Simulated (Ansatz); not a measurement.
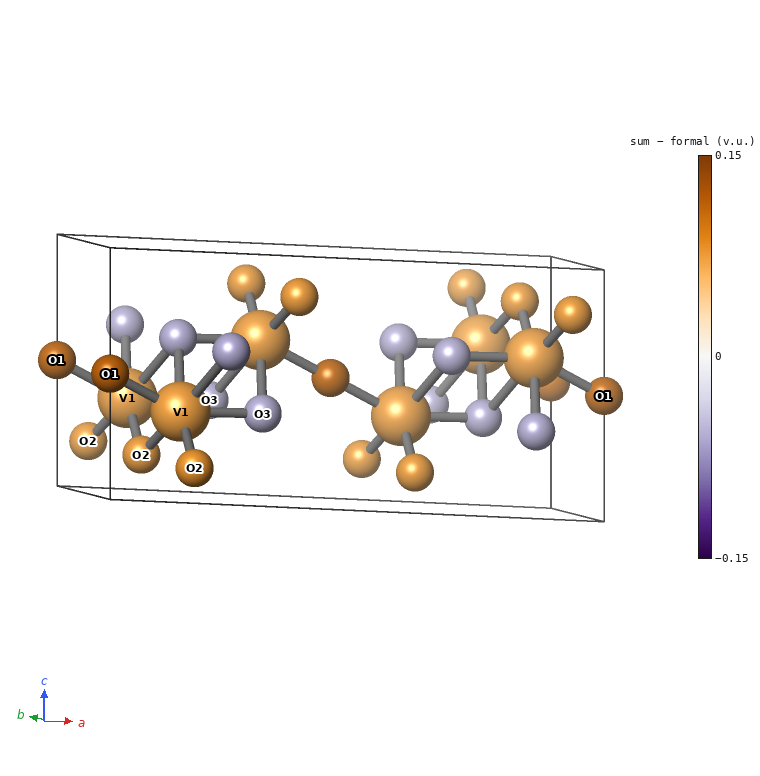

Atoms of V2O5 (C2/m, No. 12) coloured by their computed bond-valence sum less the size of their formal valence (view slightly off an axis).

Bond valence s = exp((R0 − d)/b), R0 fitted to published crystal structures with b = 0.37 Å, summed over all anions within 5 Å; R0 in Å: V5+–O 1.789.

Origin of the cell: the end point of a relaxation at fixed volume with DFT r2SCAN, scalar-relativistic, plane waves, PAW in Ansatz 0.2.0.

```
CELL_PARAMETERS angstrom
11.01760 0.00000 0.00000
0.00000 2.86340 0.00000
-0.42618 0.00000 5.18378
ATOMIC_POSITIONS crystal
V 0.14255 0.00000 0.36195
V 0.35745 0.50000 0.63805
O 0.00000 0.00000 0.50000
O 0.11698 0.50000 0.16165
O 0.38302 0.00000 0.83835
O 0.30868 0.00000 0.36858
O 0.19132 0.50000 0.63142
V 0.64255 0.50000 0.36195
V 0.85745 0.00000 0.63805
O 0.50000 0.50000 0.50000
O 0.61698 0.00000 0.16165
O 0.88302 0.50000 0.83835
O 0.80868 0.50000 0.36858
O 0.69132 0.00000 0.63142
```

Site labels: V1 at 0.143, 0.000, 0.362; O1 at 0.000, 0.000, 0.500; O2 at 0.117, 0.500, 0.162; O3 at 0.309, 0.000, 0.369.

### Give the sums of all sites.

```
site              x, y, z  formal valence  bond-valence sum  difference
  V1  0.143, 0.000, 0.362              +5              5.07        0.07
  O1  0.000, 0.000, 0.500              −2              2.11        0.11
  O2  0.117, 0.500, 0.162              −2              2.08        0.08
  O3  0.309, 0.000, 0.369              −2              1.94       -0.06
```

### Is the structure strained by this measure?

The global instability index (root mean square of the differences over all atoms) is 0.08 v.u.: little strain.
